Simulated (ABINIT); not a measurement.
**Run report: Ta, single-point calculation**

The run: single-point calculation of Ta (1 atom in the cell). Method and program: Kohn-Sham DFT of a periodic cell, PBEsol, JTH PAW PBE v2.0, no spin polarisation (ABINIT 10.8.3).

The structure derives from an entry of the Crystallography Open Database.

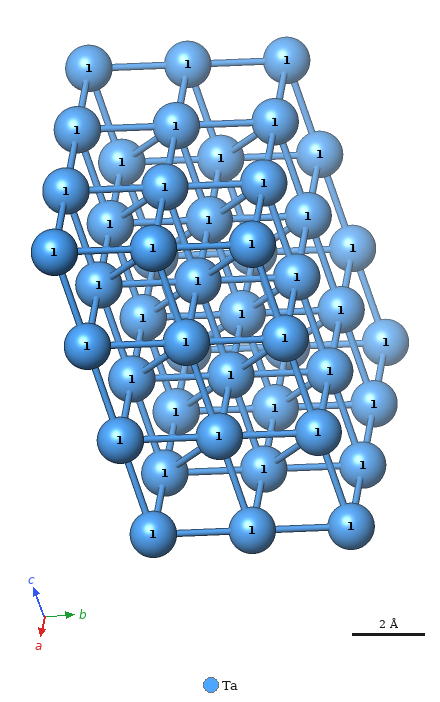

The structure as given in the input (ball-and-stick view of the cell of the calculation, repeated 3 × 2 × 3, seen at an oblique angle; atoms are numbered from 1 in the order of the input). Near neighbours in the crystal (not all of them lie inside the picture): Ta has 8 Ta at 2.86 Å.

### The input
```
# Pseudopotentials
pp_dirpath "./"
pseudos "Ta.GGA_PBE-JTH.xml"

# Structure
acell 3*1.0 Angstrom
rprim
    -1.6512800000     1.6512800000     1.6512800000
     1.6512800000    -1.6512800000     1.6512800000
     1.6512800000     1.6512800000    -1.6512800000
ntypat 1
znucl 73
natom 1
typat 1
xred
     0.0000000000     0.0000000000     0.0000000000

# Plane-wave basis
ecut 19.0
pawecutdg 38.0

# k points
kptopt 1
ngkpt 7 7 7
nshiftk 1
shiftk 0.0 0.0 0.0

# Exchange and correlation
ixc -116133

# Bands and occupations
nband 11
occopt 3
tsmear 0.05 eV

# SCF cycle
nstep 100
tolvrs 1.0e-9

# Output
iomode 3
prtwf 0
prteig 0
prtebands 0
enunit 1
prtden 1
prtvha 1
prtvclmb 1
prtpot 1
```

Machine: 1 thread of Arm Neoverse V2, 24 GiB of memory available, shared host.

Command:
```bash
abinit run.abi > log 2>&1
```

### Output
```
.Version 10.8.3 of ABINIT
 Symmetries : space group Im -3 m (#229); Bravais cI (body-center cubic)
================================================================================
 Values of the parameters that define the memory need of the present run
     intxc =       0    ionmov =       0      iscf =      17    lmnmax =      18
     lnmax =       6     mgfft =      24  mpssoang =       3    mqgrid =    3001
     natom =       1  nloc_mem =       2    nspden =       1   nspinor =       1
    nsppol =       1      nsym =      48    n1xccc =       1    ntypat =       1
    occopt =       3   xclevel =       2
       mpw =         488          nfft =       13824          nkpt =          20
 PAW method is used; the additional fine FFT grid is defined by:
   mgfftf=        30    nfftf =     27000
================================================================================
================================================================================

--------------------------------------------------------------------------------
------------- Echo of variables that govern the present computation ------------
--------------------------------------------------------------------------------
 -outvars: echo values of preprocessed input variables --------
            acell      1.8897261259E+00  1.8897261259E+00  1.8897261259E+00 Bohr
              amu      1.80947900E+02
             ecut      1.90000000E+01 Hartree
           enunit           1
              ixc     -116133
         kptrlatt        7    0    0      0    7    0      0    0    7
          kptrlen      3.78336512E+01
            natom           1
            nband          11
            ngfft          24      24      24
          ngfftdg          30      30      30
             nkpt          20
            nstep         100
             nsym          48
           ntypat           1
           occopt           3
        pawecutdg      3.80000000E+01 Hartree
         pawxcdev           0
        prtebands           0
           prteig           0
           prtpot           1
         prtvclmb           1
           prtvha           1
            prtwf           0
            rprim     -1.6512800000E+00  1.6512800000E+00  1.6512800000E+00
                       1.6512800000E+00 -1.6512800000E+00  1.6512800000E+00
                       1.6512800000E+00  1.6512800000E+00 -1.6512800000E+00
          spgroup         229
           tolvrs      1.00000000E-09
           tsmear      1.83746611E-03 Hartree
            typat      1
           useylm           1
            znucl       73.00000

================================================================================

 chkinp: Checking input parameters for consistency.

================================================================================
== DATASET  1 ==================================================================

--- !DatasetInfo
iteration_state: {dtset: 1, }
dimensions: {natom: 1, nkpt: 20, mband: 11, nsppol: 1, nspinor: 1, nspden: 1, mpw: 488, }
cutoff_energies: {ecut:  19.0, pawecutdg:  38.0, }
electrons: {nelect:   1.30000000E+01, charge:   0.00000000E+00, occopt:   3.00000000E+00, tsmear:   1.83746611E-03, }
meta: {optdriver: 0, ionmov: 0, optcell: 0, iscf: 17, paral_kgb: 0, }
...

 Real(R)+Recip(G) space primitive vectors, cartesian coordinates (Bohr,Bohr^-1):
 R(1)= -3.1204670  3.1204670  3.1204670  G(1)=  0.0000000  0.1602324  0.1602324
 R(2)=  3.1204670 -3.1204670  3.1204670  G(2)=  0.1602324  0.0000000  0.1602324
 R(3)=  3.1204670  3.1204670 -3.1204670  G(3)=  0.1602324  0.1602324  0.0000000
 Unit cell volume ucvol=  1.2153987E+02 bohr^3
 Angles (23,13,12)=  1.09471221E+02  1.09471221E+02  1.09471221E+02 degrees

 Coarse grid specifications (used for wave-functions):

 getcut: wavevector=  0.0000  0.0000  0.0000  ngfft=  24  24  24
         ecut(hartree)=     19.000   => boxcut(ratio)=   2.26302

 getcut : COMMENT -
  Note that boxcut > 2.2 ; recall that boxcut=Gcut(box)/Gcut(sphere) = 2
  is sufficient for exact treatment of convolution.
  Such a large boxcut is a waste : you could raise ecut
  e.g. ecut=   24.326062 Hartrees makes boxcut=2

 Fine grid specifications (used for densities):

 getcut: wavevector=  0.0000  0.0000  0.0000  ngfft=  30  30  30
         ecut(hartree)=     38.000   => boxcut(ratio)=   2.00025

--- Pseudopotential description ------------------------------------------------
- pspini: atom type   1  psp file is ./Ta.GGA_PBE-JTH.xml
 Pseudopotential format is: paw10
 basis_size (lnmax)=  6 (lmn_size= 18), orbitals=   0   0   1   1   2   2
 Spheres core radius: rc_sph= 2.41973345
 Shapefunction is SIN type: shapef(r)=[sin(pi*r/rshp)/(pi*r/rshp)]**2
 Radius for shape functions =  2.11065461
 Compensation charge density is not taken into account in XC energy/potential

   9.99818744E+02                                ecore*ucvol(ha*bohr**3)
--------------------------------------------------------------------------------

================================================================================

--- !BeginCycle
iteration_state: {dtset: 1, }
solver: {iscf: 17, nstep: 100, nline: 4, wfoptalg: 10, }
tolerances: {tolvrs: 1.00E-09, }
...

     iter   Etot(hartree)      deltaE(h)  residm     nres2
 ETOT  1  -57.808125110873    -5.781E+01 1.149E+01 1.549E+00
 ETOT  2  -59.035502649263    -1.227E+00 9.820E-02 7.789E-01
 ETOT  3  -59.031538745571     3.964E-03 7.469E-02 1.490E-01
 ETOT  4  -59.030775529997     7.632E-04 1.137E-02 1.861E-03
 ETOT  5  -59.030871962665    -9.643E-05 6.786E-04 2.289E-03
 ETOT  6  -59.030857908731     1.405E-05 3.198E-04 2.743E-05
 ETOT  7  -59.030858428850    -5.201E-07 1.667E-04 1.072E-05
 ETOT  8  -59.030858355719     7.313E-08 1.028E-04 3.549E-07
 ETOT  9  -59.030858357355    -1.636E-09 4.130E-05 3.117E-08
 ETOT 10  -59.030858357372    -1.740E-11 5.754E-05 1.782E-08
 ETOT 11  -59.030858357306     6.629E-11 1.858E-05 3.178E-10

 At SCF step   11       nres2   =  3.18E-10 < tolvrs=  1.00E-09 =>converged.

 Cartesian components of stress tensor (hartree/bohr^3)
  sigma(1 1)=  1.05778305E-04  sigma(3 2)=  0.00000000E+00
  sigma(2 2)=  1.05778305E-04  sigma(3 1)=  0.00000000E+00
  sigma(3 3)=  1.05778305E-04  sigma(2 1)=  0.00000000E+00

--- !ResultsGS
iteration_state: {dtset: 1, }
comment   : Summary of ground state results
lattice_vectors:
- [ -3.1204670,   3.1204670,   3.1204670, ]
- [  3.1204670,  -3.1204670,   3.1204670, ]
- [  3.1204670,   3.1204670,  -3.1204670, ]
lattice_lengths: [   5.40481,    5.40481,    5.40481, ]
lattice_angles: [109.471, 109.471, 109.471, ] # degrees, (23, 13, 12)
lattice_volume:   1.2153987E+02
convergence: {deltae:  6.629E-11, res2:  3.178E-10, residm:  1.858E-05, diffor: null, }
etotal    :  -5.90308584E+01
entropy   :   0.00000000E+00
fermie    :   2.80757448E-02
cartesian_stress_tensor: # hartree/bohr^3
- [  1.05778305E-04,   0.00000000E+00,   0.00000000E+00, ]
- [  0.00000000E+00,   1.05778305E-04,   0.00000000E+00, ]
- [  0.00000000E+00,   0.00000000E+00,   1.05778305E-04, ]
pressure_GPa:  -3.1121E+00
xred      :
- [  0.0000E+00,   0.0000E+00,   0.0000E+00, Ta]
cartesian_forces: # hartree/bohr
- [ -0.00000000E+00,  -0.00000000E+00,  -0.00000000E+00, ]
force_length_stats: {min:   0.00000000E+00, max:   0.00000000E+00, mean:   0.00000000E+00, }
...

 Integrated electronic density in atomic spheres:
 ------------------------------------------------
 Atom  Sphere_radius  Integrated_density
    1        2.41973         10.65539266

================================================================================

 ----iterations are completed or convergence reached----

 Mean square residual over all n,k,spin=   21.047E-08; max=  18.585E-06
 reduced coordinates (array xred) for    1 atoms
       0.000000000000      0.000000000000      0.000000000000
 rms dE/dt=  0.0000E+00; max dE/dt=  0.0000E+00; dE/dt below (all hartree)
    1       0.000000000000      0.000000000000      0.000000000000

 cartesian coordinates (angstrom) at end:
    1      0.00000000000000     0.00000000000000     0.00000000000000

 cartesian forces (hartree/bohr) at end:
    1     -0.00000000000000    -0.00000000000000    -0.00000000000000
 frms,max,avg= 0.0000000E+00 0.0000000E+00   0.000E+00  0.000E+00  0.000E+00 h/b

 cartesian forces (eV/Angstrom) at end:
    1     -0.00000000000000    -0.00000000000000    -0.00000000000000
 frms,max,avg= 0.0000000E+00 0.0000000E+00   0.000E+00  0.000E+00  0.000E+00 e/A
 length scales=  1.889726125908  1.889726125908  1.889726125908 bohr
              =  1.000000000000  1.000000000000  1.000000000000 angstroms
 Fermi (or HOMO) energy (eV) =   0.76398   Average Vxc (eV)= -12.67884
 Eigenvalues (   eV  ) for nkpt=  20  k points:
 kpt#   1, nband= 11, wtk=  0.00292, kpt=  0.0000  0.0000  0.0000 (reduced coord)
 -66.23559  -32.13809  -32.13809  -32.13809   -6.99774    1.63239    1.63239    1.63239
   4.90911    4.90911   15.94831
 prteigrs : prtvol=0 or 1, do not print more k-points.

--- !EnergyTerms
iteration_state     : {dtset: 1, }
comment             : Components of total free energy in Hartree
kinetic             :  6.00229685913995E+00
hartree             :  7.78498069187340E+00
xc                  : -8.10030255149502E+00
Ewald energy        : -4.92739116777256E+01
psp_core            :  8.22626164497627E+00
local_psp           : -7.33877982878262E+00
PAW spherical_terms : -1.63312225355055E+01
internal            : -5.90306773975192E+01
'-kT*entropy'       : -1.99496087526059E-04
total_energy        : -5.90308768936067E+01
total_energy_eV     : -1.60631199159089E+03
...

--- !EnergyTermsDC
iteration_state     : {dtset: 1, }
comment             : '"Double-counting" decomposition of free energy'
band_energy         : -1.22793627201028E+01
Ewald energy        : -4.92739116777256E+01
psp_core            :  8.22626164497627E+00
xc_dc               : -1.18450469720899E+01
PAW spherical_terms :  6.14140086372378E+00
internal            : -5.90306588612183E+01
'-kT*entropy'       : -1.99496087526059E-04
total_energy_dc     : -5.90308583573058E+01
total_energy_dc_eV  : -1.60631148719244E+03
...

--- !EnergyTermsWithPAWCore
iteration_state     : {dtset: 1, }
comment             : 'Components of total free energy, including PAW core contributions'
Total energy        : -1.56003348655430E+04
Total energy DC     : -1.56003348470067E+04
Total energy (eV)   : -4.24506737592936E+05
Total energy DC (eV): -4.24506737088537E+05
...

 Cartesian components of stress tensor (hartree/bohr^3)
  sigma(1 1)=  1.05778305E-04  sigma(3 2)=  0.00000000E+00
  sigma(2 2)=  1.05778305E-04  sigma(3 1)=  0.00000000E+00
  sigma(3 3)=  1.05778305E-04  sigma(2 1)=  0.00000000E+00

-Cartesian components of stress tensor (GPa)         [Pressure= -3.1121E+00 GPa]
- sigma(1 1)=  3.11210517E+00  sigma(3 2)=  0.00000000E+00
- sigma(2 2)=  3.11210517E+00  sigma(3 1)=  0.00000000E+00
- sigma(3 3)=  3.11210517E+00  sigma(2 1)=  0.00000000E+00

== END DATASET(S) ==============================================================
================================================================================

 -outvars: echo values of variables after computation  --------
            acell      1.8897261259E+00  1.8897261259E+00  1.8897261259E+00 Bohr
           etotal     -5.9030858357E+01
            fcart     -0.0000000000E+00 -0.0000000000E+00 -0.0000000000E+00
            rprim     -1.6512800000E+00  1.6512800000E+00  1.6512800000E+00
                       1.6512800000E+00 -1.6512800000E+00  1.6512800000E+00
                       1.6512800000E+00  1.6512800000E+00 -1.6512800000E+00
           strten      1.0577830474E-04  1.0577830474E-04  1.0577830474E-04
                       0.0000000000E+00  0.0000000000E+00  0.0000000000E+00
 Calculation completed.
```

### Results in brief

- outcome: converged
- space group (tolerance 0.01 Å): Im-3m (229)
- electrons treated: 13
- free energy: −1606.3115 eV
- Fermi energy: 0.764 eV
- gap on the k-point mesh: none (metallic)
- pressure: −3.11 GPa
- largest force (length of the vector): under 0.001 eV/Å
- wall time: 6.2 s
- peak memory: 0.1 GiB

### Remarks

Spin–orbit coupling is left out, which matters for Ta.
